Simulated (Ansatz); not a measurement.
# Electron scattering at the Σ11 (113) boundary in fcc Cu with B (interstitial)

Aim: the relaxed structure and the specific resistance of the Σ11 (113) boundary in fcc Cu with B (interstitial).

Program: Ansatz 0.2.0. Level of theory: Ansatz plane-wave DFT, PBE, PAW files; relaxation of a bicrystal slab with its lowest layers held; PAW set soft_1, in the first sound run; inputs show where later runs differ. Results are calculated unless marked as measured.

## (1) Set-up

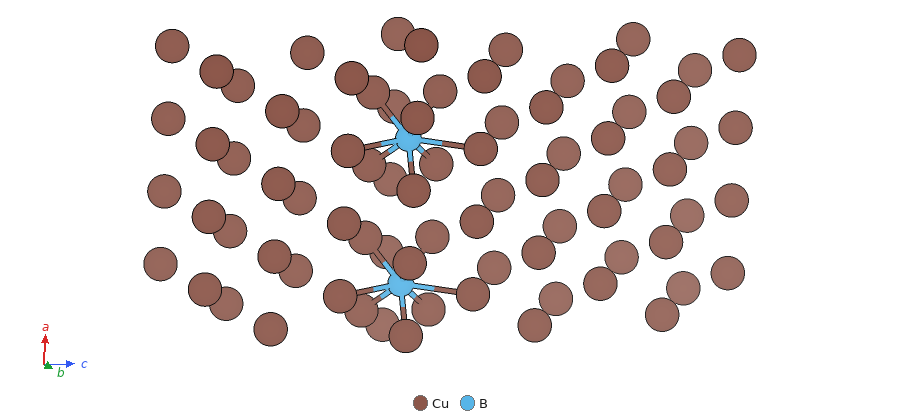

The cell as given, from the side, with the c axis across the page (copper brown, boron blue). 2×1×1 cells are drawn. Bonds to atoms that aren't drawn are left out. Some periodic images of atoms are drawn too.

The cell holds 37 atoms: 36 Cu and 1 B. Cell: a = 5.112 Å, b = 4.427 Å, c = 29.579 Å, α = 90.0°, β = 90.0°, γ = 73.2°. It derives from Cu. built on the (1 1 3) plane; 2 overlapping atoms removed and the grains opened by 0.05 Å. Vacuum lies along c.

## (2) Relaxing the bicrystal

The boundary is built by mirroring the lower grain in the boundary plane and removing any atoms that overlap; then the B is put in at the boundary. A thin bicrystal slab is relaxed first, with the lowest layers held and the upper grain free to shift and open.

The input, input.yaml:

```yaml
crystal:
  lattice:
    - [5.1123254594, 0.0, 0.0]
    - [1.2780813649, 4.2389163388, 0.0]
    - [0.0, 0.0, 29.5791746534]
  atoms:
    - { symbol: Cu, position: [0.9545454546, 0.1818181818, 0.169037847] }
    - { symbol: Cu, position: [0.4545454546, 0.1818181818, 0.169037847] }
    - { symbol: Cu, position: [0.8181818182, 0.7272727273, 0.2058864563] }
    - { symbol: Cu, position: [0.3181818182, 0.7272727273, 0.2058864563] }
    - { symbol: Cu, position: [0.6818181818, 0.2727272727, 0.2427350656] }
    - { symbol: Cu, position: [0.1818181818, 0.2727272727, 0.2427350656] }
    - { symbol: Cu, position: [0.5454545455, 0.8181818182, 0.2795836749] }
    - { symbol: Cu, position: [0.0454545455, 0.8181818182, 0.2795836749] }
    - { symbol: Cu, position: [0.4090909091, 0.3636363636, 0.3164322842] }
    - { symbol: Cu, position: [0.9090909091, 0.3636363636, 0.3164322842] }
    - { symbol: Cu, position: [0.2727272727, 0.9090909091, 0.3532808935] }
    - { symbol: Cu, position: [0.7727272727, 0.9090909091, 0.3532808935] }
    - { symbol: Cu, position: [0.1363636364, 0.4545454545, 0.3901295028] }
    - { symbol: Cu, position: [0.6363636364, 0.4545454545, 0.3901295028] }
    - { symbol: Cu, position: [0.0, 0.0, 0.4269781121] }
    - { symbol: Cu, position: [0.5, 0.0, 0.4269781121] }
    - { symbol: B, position: [0.3333333333, 0.6666666667, 0.4269781121] }
    - { symbol: Cu, position: [0.1363636364, 0.4545454545, 0.4655170999] }
    - { symbol: Cu, position: [0.6363636364, 0.4545454545, 0.4655170999] }
    - { symbol: Cu, position: [0.2727272727, 0.9090909091, 0.5023657092] }
    - { symbol: Cu, position: [0.7727272727, 0.9090909091, 0.5023657092] }
    - { symbol: Cu, position: [0.4090909091, 0.3636363636, 0.5392143185] }
    - { symbol: Cu, position: [0.9090909091, 0.3636363636, 0.5392143185] }
    - { symbol: Cu, position: [0.5454545455, 0.8181818182, 0.5760629278] }
    - { symbol: Cu, position: [0.0454545455, 0.8181818182, 0.5760629278] }
    - { symbol: Cu, position: [0.6818181818, 0.2727272727, 0.6129115371] }
    - { symbol: Cu, position: [0.1818181818, 0.2727272727, 0.6129115371] }
    - { symbol: Cu, position: [0.8181818182, 0.7272727273, 0.6497601464] }
    - { symbol: Cu, position: [0.3181818182, 0.7272727273, 0.6497601464] }
    - { symbol: Cu, position: [0.9545454546, 0.1818181818, 0.6866087557] }
    - { symbol: Cu, position: [0.4545454546, 0.1818181818, 0.6866087557] }
    - { symbol: Cu, position: [0.090909091, 0.6363636364, 0.723457365] }
    - { symbol: Cu, position: [0.590909091, 0.6363636364, 0.723457365] }
    - { symbol: Cu, position: [0.2272727273, 0.0909090909, 0.7603059743] }
    - { symbol: Cu, position: [0.7272727273, 0.0909090909, 0.7603059743] }
    - { symbol: Cu, position: [0.3636363637, 0.5454545455, 0.7971545836] }
    - { symbol: Cu, position: [0.8636363637, 0.5454545455, 0.7971545836] }
kpoints:
  mp_grid: { grid: [6, 6, 1] }
hamiltonian:
  xc: pbe
  pseudopotentials: { kind: paw, azcp: { folder: soft_1 } }
scf:
  occupations: { method: fermi_dirac, width: 0.1 }
relax:
  f_tol: 0.03
  max_steps: 80
  constraints: [{ sites: [0, 1, 2, 3, 4, 5] }]
```

Started as:

```console
$ ansatz run input.yaml --threads 4 --pin off --max-ram 15360MiB --backend cpu --events-out ev --progress --plain --runs-dir out
```

Numbers of over 12 decimals in the logs are rounded to 6 here.

The program printed:

```text
Engine: ansatz 0.2.0, aarch64-unknown-linux-gnu
Pseudopotentials: kind: paw
Pseudopotential: Cu, paw, valence charge 19, recommended cutoff 420 eV (normal), soft_1/Cu.paw.azcp
Pseudopotential: B, paw, valence charge 3, recommended cutoff 420 eV (normal), soft_1/B.paw.azcp
Functional definition: PBE
  parameter kappa = 0.804
  parameter beta = 0.066725
  exchange = pbe_x(kappa = kappa, mu = beta*pi^2/3)
  correlation = pbe_c(beta = beta)
Crystal: 37 atoms, lattice volume = 641.002 Å³
Basis set: ecut = 420 eV, 12589 PW (Γ), exchange–correlation on 72×60×400 points (8 copies of the dense FFT grid, shifted against one another)
Bands: 413, of which v1, the nominal top of the filled ones, is band 344 counted from 1 (343 counted from 0)
Symmetry: 1 space group operations
Space group: P1 (ITA 1), of the structure as read, at distance tolerance 8.6e-5 Å
k-points: 20 of 36 (time reversal used)
Non-local potential: Cu, projectors of the file, l = 0: 3, l = 1: 2, l = 2: 3, l = 3: 1
Non-local potential: B, projectors of the file, l = 0: 2, l = 1: 2, l = 2: 1
PAW form: soft (Blöchl's): semilocal exchange-correlation on the pseudo side does not see the compensation charge
PAW one-centre angular grid: Cu, 590 points (default); XC on 64 Gauss nodes
PAW one-centre angular grid: B, 110 points (default); XC on 64 Gauss nodes
Initial density: superposition of atomic densities (neutral atoms: chi_scale 0, normalization atom)
Initial wavefunctions: pseudopotential atomic-orbital guess
Functional: x = pbe(κ = 0.804, μ = 0.219515), c = pbe(β = 0.066725)
SCF iter   1: F=—  HF=-238692.416273 eV  |F-HF|=—  |Δ(HF+E_count)|=         —  Δρ=2.22e-1  dr2=2.01e2  ethr=3.10e-3  ⟨swp⟩=6.0  Hψ=30508  notcnv=0  defer=314
preconditioner: auto → LDOS  [metal: Δε(μ)=0.016 eV  Ē_g=8.410 eV  σ=0.100 eV  W_gap=0.04  n_scr=220 (ndim 8)  ℏωp=29.3 eV  f_vac=0.316  D(μ)=16.99/eV (n_scr^D=110)  β→1.0]
SCF iter   2: F=—  HF=-238904.806578 eV  |F-HF|=—  |Δ(HF+E_count)|=    2.12e2  Δρ=4.54e-1  dr2=7.60e2  ethr=3.10e-3  ⟨swp⟩=4.0  Hψ=25838  notcnv=0  defer=917  recentre
SCF iter   3: F=—  HF=-238659.501986 eV  |F-HF|=—  |Δ(HF+E_count)|=    2.45e2  Δρ=5.91e-2  dr2=1.86e1  ethr=3.10e-3  ⟨swp⟩=4.0  Hψ=22712  notcnv=0  defer=1002
SCF iter   4: F=—  HF=-238656.658231 eV  |F-HF|=—  |Δ(HF+E_count)|=    2.84e0  Δρ=1.78e-2  dr2=1.46e0  ethr=2.70e-3  ⟨swp⟩=2.4  Hψ=13229  notcnv=0  defer=980
SCF iter   5: F=—  HF=-238656.533139 eV  |F-HF|=—  |Δ(HF+E_count)|=   1.25e-1  Δρ=1.08e-2  dr2=6.32e-1  ethr=2.13e-4  ⟨swp⟩=2.0  Hψ=16041  notcnv=0  defer=989
SCF iter   6: F=—  HF=-238656.477624 eV  |F-HF|=—  |Δ(HF+E_count)|=   5.55e-2  Δρ=4.50e-3  dr2=1.29e-1  ethr=9.19e-5  ⟨swp⟩=2.0  Hψ=11194  notcnv=0  defer=989
SCF iter   7: F=—  HF=-238656.469253 eV  |F-HF|=—  |Δ(HF+E_count)|=   8.37e-3  Δρ=1.38e-3  dr2=1.69e-2  ethr=1.88e-5  ⟨swp⟩=2.0  Hψ=11262  notcnv=0  defer=989
SCF iter   8: F=—  HF=-238656.468677 eV  |F-HF|=—  |Δ(HF+E_count)|=   5.76e-4  Δρ=6.02e-4  dr2=2.24e-3  ethr=2.46e-6  ⟨swp⟩=2.0  Hψ=11592  notcnv=0  defer=989
SCF iter   9: F=—  HF=-238656.468649 eV  |F-HF|=—  |Δ(HF+E_count)|=   2.83e-5  Δρ=2.76e-4  dr2=6.17e-4  ethr=3.26e-7  ⟨swp⟩=2.0  Hψ=11625  notcnv=0  defer=989
SCF iter  10: F=—  HF=-238656.468654 eV  |F-HF|=—  |Δ(HF+E_count)|=   5.17e-6  Δρ=1.07e-4  dr2=1.15e-4  ethr=8.98e-8  ⟨swp⟩=2.0  Hψ=11067  notcnv=0  defer=989
SCF iter  11: F=—  HF=-238656.468671 eV  |F-HF|=—  |Δ(HF+E_count)|=   1.70e-5  Δρ=1.01e-4  dr2=5.64e-5  ethr=1.67e-8  ⟨swp⟩=2.0  Hψ=11437  notcnv=0  defer=989
SCF iter  12: F=-238656.468659 eV  HF=-238656.468667 eV  |F-HF|=7.90e-6  |Δ(HF+E_count)|=   4.16e-6  Δρ=2.99e-5  dr2=8.52e-6  ethr=3.28e-9  ⟨swp⟩=3.0  Hψ=30228  notcnv=0
SCF 1 converged in 12 iterations: F = -238656.468659 eV  dr2 = 8.52e-6
  greatest PAW one-centre occupation: 1.000 electrons in one spin orbital (limit 2), on the Cu atom at site 1 (counted from 0), in its partial waves of l = 0
relax step   1: F+E_penalty+E_count = -238656.46865925 eV  Δ(F+E_penalty+E_count) = +0.000e0 eV  max|allowed force component| = 2.487e0 eV/Å  Δτ_max = 0.0000 Å  (12 SCF iters, dr2 threshold 2.25e-5 eV, accepted)
Initial density: handed on by an earlier stage of this run
Initial wavefunctions: those handed on with the density
iter 1 solved again at ethr=1.01e-4 eV; its pass at ethr=3.10e-3 eV (dr2=6.94e-1 eV) is discarded
SCF iter   1: F=—  HF=-238657.283142 eV  |F-HF|=—  |Δ(HF+E_count)|=         —  Δρ=1.36e-2  dr2=6.81e-1  ethr=1.01e-4  ⟨swp⟩=2.0  Hψ=31643  notcnv=0  defer=991
preconditioner: auto → LDOS  [metal: Δε(μ)=0.018 eV  Ē_g=9.205 eV  σ=0.100 eV  W_gap=0.05  n_scr=220 (ndim 8)  ℏωp=29.3 eV  f_vac=0.312  D(μ)=11.49/eV (n_scr^D=70)  β→1.0]
SCF iter   2: F=—  HF=-238657.129396 eV  |F-HF|=—  |Δ(HF+E_count)|=   1.54e-1  Δρ=1.09e-2  dr2=5.47e-1  ethr=9.91e-5  ⟨swp⟩=2.0  Hψ=13816  notcnv=0  defer=991
SCF iter   3: F=—  HF=-238657.137718 eV  |F-HF|=—  |Δ(HF+E_count)|=   8.32e-3  Δρ=1.23e-2  dr2=5.72e-1  ethr=7.96e-5  ⟨swp⟩=2.1  Hψ=14286  notcnv=0  defer=991
SCF iter   4: F=—  HF=-238657.035408 eV  |F-HF|=—  |Δ(HF+E_count)|=   1.02e-1  Δρ=4.64e-3  dr2=7.72e-2  ethr=7.96e-5  ⟨swp⟩=1.8  Hψ=10412  notcnv=0  defer=992
SCF iter   5: F=—  HF=-238657.018488 eV  |F-HF|=—  |Δ(HF+E_count)|=   1.69e-2  Δρ=1.36e-3  dr2=6.81e-3  ethr=1.12e-5  ⟨swp⟩=2.0  Hψ=11023  notcnv=0  defer=992
SCF iter   6: F=—  HF=-238657.016900 eV  |F-HF|=—  |Δ(HF+E_count)|=   1.59e-3  Δρ=1.65e-4  dr2=5.69e-4  ethr=9.91e-7  ⟨swp⟩=2.5  Hψ=12148  notcnv=0  defer=992
SCF iter   7: F=—  HF=-238657.016914 eV  |F-HF|=—  |Δ(HF+E_count)|=   1.39e-5  Δρ=1.97e-4  dr2=3.44e-4  ethr=8.28e-8  ⟨swp⟩=2.9  Hψ=11864  notcnv=0  defer=992
SCF iter   8: F=-238657.016812 eV  HF=-238657.016893 eV  |F-HF|=8.15e-5  |Δ(HF+E_count)|=   2.11e-5  Δρ=8.23e-5  dr2=8.09e-5  ethr=1.46e-8  ⟨swp⟩=3.0  Hψ=29259  notcnv=0
SCF 2 converged in 8 iterations: F = -238657.016812 eV  dr2 = 8.09e-5
relax step   2: F+E_penalty+E_count = -238657.01681183 eV  Δ(F+E_penalty+E_count) = -5.482e-1 eV  max|allowed force component| = 1.522e0 eV/Å  Δτ_max = 0.1050 Å  (8 SCF iters, dr2 threshold 1.00e-4 eV, accepted)
SCF iter   1: F=—  HF=-238658.158590 eV  |F-HF|=—  |Δ(HF+E_count)|=         —  Δρ=2.33e-2  dr2=2.19e0  ethr=2.58e-3  ⟨swp⟩=5.7  Hψ=19796  notcnv=0  defer=785
preconditioner: auto → LDOS  [metal: Δε(μ)=0.021 eV  Ē_g=9.141 eV  σ=0.100 eV  W_gap=0.05  n_scr=220 (ndim 8)  ℏωp=29.3 eV  f_vac=0.308  D(μ)=11.66/eV (n_scr^D=74)  β→1.0]
SCF iter   2: F=—  HF=-238658.033084 eV  |F-HF|=—  |Δ(HF+E_count)|=   1.26e-1  Δρ=2.58e-2  dr2=2.59e0  ethr=3.18e-4  ⟨swp⟩=2.0  Hψ=16048  notcnv=0  defer=992
[...]
relax step   4: F+E_penalty+E_count = -238657.49455096 eV  Δ(F+E_penalty+E_count) = -3.447e-2 eV  max|allowed force component| = 7.241e-2 eV/Å  Δτ_max = 0.1020 Å  (9 SCF iters, dr2 threshold 1.30e-5 eV, accepted)
[...]
relax step   5: F+E_penalty+E_count = -238657.49858318 eV  Δ(F+E_penalty+E_count) = -4.032e-3 eV  max|allowed force component| = 4.280e-2 eV/Å  Δτ_max = 0.0426 Å  (10 SCF iters, accepted)
SCF iter   1: F=—  HF=-238657.501518 eV  |F-HF|=—  |Δ(HF+E_count)|=         —  Δρ=1.06e-3  dr2=3.92e-3  ethr=5.41e-6  ⟨swp⟩=3.0  Hψ=17056  notcnv=0  defer=991
preconditioner: auto → LDOS  [metal: Δε(μ)=0.022 eV  Ē_g=9.138 eV  σ=0.100 eV  W_gap=0.06  n_scr=220 (ndim 8)  ℏωp=29.3 eV  f_vac=0.304  D(μ)=11.58/eV (n_scr^D=70)  β→1.0]
SCF iter   2: F=—  HF=-238657.500527 eV  |F-HF|=—  |Δ(HF+E_count)|=   9.90e-4  Δρ=7.13e-4  dr2=2.34e-3  ethr=5.71e-7  ⟨swp⟩=2.1  Hψ=15698  notcnv=0  defer=991
SCF iter   3: F=—  HF=-238657.500379 eV  |F-HF|=—  |Δ(HF+E_count)|=   1.48e-4  Δρ=7.39e-4  dr2=2.12e-3  ethr=3.41e-7  ⟨swp⟩=2.2  Hψ=13583  notcnv=0  defer=991
SCF iter   4: F=—  HF=-238657.500038 eV  |F-HF|=—  |Δ(HF+E_count)|=   3.41e-4  Δρ=2.38e-4  dr2=2.24e-4  ethr=3.08e-7  ⟨swp⟩=2.0  Hψ=13462  notcnv=0  defer=991
SCF iter   5: F=—  HF=-238657.499976 eV  |F-HF|=—  |Δ(HF+E_count)|=   6.26e-5  Δρ=1.17e-4  dr2=5.08e-5  ethr=3.26e-8  ⟨swp⟩=2.8  Hψ=13624  notcnv=0  defer=991
SCF iter   6: F=—  HF=-238657.499512 eV  |F-HF|=—  |Δ(HF+E_count)|=   4.63e-4  Δρ=1.77e-5  dr2=1.24e-6  ethr=7.40e-9  ⟨swp⟩=2.0  Hψ=13680  notcnv=0  defer=991
SCF iter   7: F=—  HF=-238657.499512 eV  |F-HF|=—  |Δ(HF+E_count)|=   1.94e-7  Δρ=8.71e-6  dr2=3.39e-7  ethr=1.81e-10  ⟨swp⟩=3.0  Hψ=16919  notcnv=0  defer=991
SCF iter   8: F=—  HF=-238657.499512 eV  |F-HF|=—  |Δ(HF+E_count)|=   5.78e-8  Δρ=5.25e-6  dr2=1.50e-7  ethr=1.46e-11  ⟨swp⟩=4.0  Hψ=25834  notcnv=0
SCF iter   9: F=-238657.499512 eV  HF=-238657.499512 eV  |F-HF|=1.98e-9  |Δ(HF+E_count)|=   1.72e-8  Δρ=1.52e-6  dr2=1.76e-8  ethr=1.46e-11  ⟨swp⟩=3.8  Hψ=21637  notcnv=0
SCF 6 converged in 9 iterations: F = -238657.499512 eV  dr2 = 1.76e-8
relax step   6: F+E_penalty+E_count = -238657.49951217 eV  Δ(F+E_penalty+E_count) = -9.290e-4 eV  max|allowed force component| = 8.883e-3 eV/Å  Δτ_max = 0.0131 Å  (9 SCF iters, accepted)
SCF converged after 9 iterations
Free energy (F): -238657.499512 eV
Harris-Foulkes:  -238657.499512 eV  (|F-HF|=1.98e-9)
Internal energy: -238657.115188 eV  (E = F + TS)
E sigma→0 (E₀):  -238657.307350 eV
Entropy (-TS):   -0.384324 eV (-10.387 meV/atom)
Fermi energy:    9.563997 eV
--- Per-component energies (eV) ---
  E_band       = -17830.714015
  E_kinetic    = 9461.221057
  E_local      = -1165825.012508  (includes V_loc(G=0)·N_el)
  E_nonlocal   = 32064.819487
  E_hartree    = 568210.518705
  E_xc         = -2506.156375
  E_vxc        = -3231.414186  (∫ρ·V_xc dr)
  E_paw        = -65433.207013  (= ΣΔE_a)
  E_vpaw       = -26721.378339  (= ΣTr[D̂ρ^β])
  E_aug_tail   = 0.034569  (compensation charges beyond the density's cutoff)
  E_ewald      = 385370.666890
  E_smearing   = -0.384324  (= −TS)
  E_closure    = -0.000000  (closes the sum)
  Σ components = -238657.499512   (vs F -238657.499512, Δ=0.00e0)
--- Forces (eV/Å), atoms counted from 1 ---
  atom   1  Cu    -0.00257864    -0.01681682     0.41274501
  atom   2  Cu     0.00272897    -0.01427891     0.42133164
  atom   3  Cu     0.00688529     0.02896457    -0.18632370
  atom   4  Cu    -0.00620974     0.02492229    -0.20814160
  atom   5  Cu    -0.01509549    -0.00843995    -0.21340462
  atom   6  Cu     0.01423982    -0.00933575    -0.23463989
  atom   7  Cu    -0.00082489     0.00042725    -0.00145600
  atom   8  Cu    -0.00102849     0.00066442    -0.00368888
  atom   9  Cu    -0.00039317     0.00068525     0.00102497
  atom  10  Cu     0.00201817    -0.00021547    -0.00057771
  atom  11  Cu    -0.00130070     0.00109485     0.00187708
  atom  12  Cu     0.00084490    -0.00338438     0.00300271
  atom  13  Cu     0.00200313    -0.00071282    -0.00120186
  atom  14  Cu    -0.00002299     0.00316646     0.00348536
  atom  15  Cu    -0.00015362    -0.00499123     0.00010393
  atom  16  Cu    -0.00369161     0.00292737     0.00067660
  atom  17  B     -0.00001642    -0.00215942     0.00122778
  atom  18  Cu     0.00153290     0.00078321    -0.00124491
  atom  19  Cu    -0.00041152     0.00139714    -0.00531125
  atom  20  Cu    -0.00051291     0.00075136    -0.00245408
  atom  21  Cu     0.00182469    -0.00398194     0.00117960
  atom  22  Cu    -0.00160342     0.00093943    -0.00075044
  atom  23  Cu     0.00230023    -0.00066201     0.00051759
  atom  24  Cu    -0.00042335    -0.00000010     0.00239442
  atom  25  Cu    -0.00104090    -0.00002261     0.00683959
  atom  26  Cu    -0.00036166    -0.00009157     0.00118704
  atom  27  Cu     0.00115555    -0.00034091     0.00291110
  atom  28  Cu    -0.00079508    -0.00020923    -0.00324923
  atom  29  Cu     0.00055868     0.00021155    -0.00053286
  atom  30  Cu     0.00017929    -0.00153702    -0.00098310
  atom  31  Cu     0.00025150    -0.00124648    -0.00098560
  atom  32  Cu    -0.00043582     0.00126735    -0.00064652
  atom  33  Cu     0.00005775     0.00190249     0.00115685
  atom  34  Cu    -0.00127250    -0.00070900     0.00872385
  atom  35  Cu     0.00156415     0.00024766     0.00888338
  atom  36  Cu    -0.00533674    -0.00061989    -0.00713417
  atom  37  Cu     0.00537567    -0.00063247    -0.00659681
  max |Σ_I F_I| component: 5.47e-5 eV/Å
--- Relaxed structure (6 steps of the walk, 6 accepted, 0 SCFs on fresh bases) ---
  F+E_penalty+E_count = -238657.49951217 eV   max|allowed force component| = 8.883e-3 eV/Å
  atoms:
    - { symbol: Cu, position: [0.954545, 0.1818181818, 0.169038] }
    - { symbol: Cu, position: [0.4545454546, 0.1818181818, 0.169038] }
    - { symbol: Cu, position: [0.8181818182, 0.727273, 0.205886] }
    - { symbol: Cu, position: [0.3181818182, 0.727273, 0.205886] }
    - { symbol: Cu, position: [0.681818, 0.2727272727, 0.242735] }
    - { symbol: Cu, position: [0.1818181818, 0.2727272727, 0.242735] }
    - { symbol: Cu, position: [0.545213, 0.814455, 0.281122] }
    - { symbol: Cu, position: [0.047296, 0.815182, 0.280834] }
    - { symbol: Cu, position: [0.409766, 0.355257, 0.316443] }
    - { symbol: Cu, position: [0.912436, 0.355947, 0.316188] }
    - { symbol: Cu, position: [0.274034, 0.899171, 0.357426] }
    - { symbol: Cu, position: [0.772927, 0.909153, 0.354803] }
    - { symbol: Cu, position: [0.129432, 0.444188, 0.389711] }
    - { symbol: Cu, position: [0.649032, 0.447528, 0.389609] }
    - { symbol: Cu, position: [-0.013461, 0.00127302, 0.433661] }
    - { symbol: Cu, position: [0.497495, 0.023915, 0.433588] }
    - { symbol: B, position: [0.341279, 0.648213, 0.433109] }
    - { symbol: Cu, position: [0.129592, 0.445549, 0.476640] }
    - { symbol: Cu, position: [0.648800, 0.448973, 0.476738] }
    - { symbol: Cu, position: [0.273791, 0.900491, 0.509827] }
    - { symbol: Cu, position: [0.772997, 0.910263, 0.512332] }
    - { symbol: Cu, position: [0.409327, 0.357551, 0.549899] }
    - { symbol: Cu, position: [0.912237, 0.358055, 0.550143] }
    - { symbol: Cu, position: [0.545170, 0.814616, 0.586042] }
    - { symbol: Cu, position: [0.047459, 0.815068, 0.586379] }
    - { symbol: Cu, position: [0.682470, 0.269042, 0.623718] }
    - { symbol: Cu, position: [0.183378, 0.269242, 0.623834] }
    - { symbol: Cu, position: [0.819027, 0.724992, 0.660536] }
    - { symbol: Cu, position: [0.319254, 0.725137, 0.660700] }
    - { symbol: Cu, position: [0.955109, 0.180815, 0.697776] }
    - { symbol: Cu, position: [0.455392, 0.180493, 0.697931] }
    - { symbol: Cu, position: [0.090424, 0.640139, 0.734637] }
    - { symbol: Cu, position: [0.590638, 0.640031, 0.734598] }
    - { symbol: Cu, position: [0.227768, 0.090081, 0.773218] }
    - { symbol: Cu, position: [0.728204, 0.089976, 0.773221] }
    - { symbol: Cu, position: [0.364337, 0.544862, 0.805394] }
    - { symbol: Cu, position: [0.864290, 0.544903, 0.805435] }
```

The job ended after 25 min (4 threads of Arm Neoverse V2, shared host; peak memory 6.6 GiB).

[end of part 1 of 2]

[Logs are printed without paths, hosts, clocks, repeated set-up lines and the standing remarks that a program may print on its own settings, such as how far it seeks lower states.]

[Hosts, paths, dates, database ids (printed as entryN), source tags and the programs' standing remarks are cut or masked in the printed files.]
